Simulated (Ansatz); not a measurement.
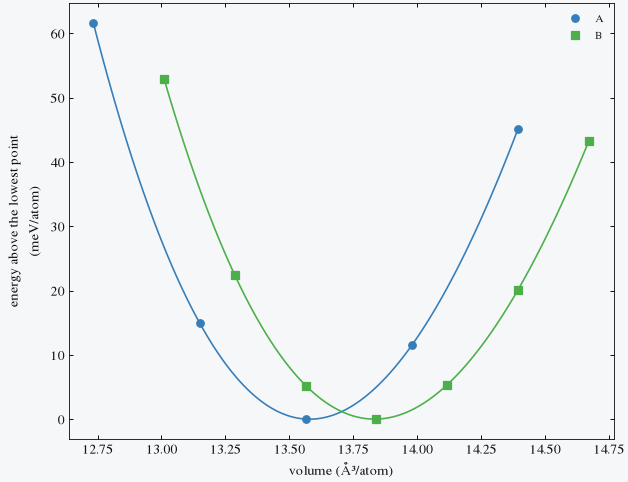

The figure shows the energy above the lowest point against volume, with one curve for each functional, for Ru (space group Fm-3m). The labels are replaced by letters. In alphabetical order the cases are: PBE; r2SCAN.

Computed with Ansatz 0.2.0 development build: equation of state of a cubic crystal from periodic Kohn-Sham density functional theory without spin, third-order Birch-Murnaghan fit to the free energies; pressure corrected for the finite basis.

| setting | value |
| --- | --- |
| structure type | fcc |
| atoms in cell | 1 |
| space group number | 225 |
| lattice centring | face-centred primitive |
| occupation method | Fermi–Dirac |
| datasets | soft-1 PAW |
| density tolerance | 1e−07 eV |
| bands | 12 |
| density cutoff ratio | 4 |
| search for lower states | default |

Q: Which letter stands for which functional?

A: A: r2SCAN; B: PBE.

Limits of the calculation: cubic model structure, not the ambient form; modest k-mesh, values are not fully converged in k (r2SCAN).
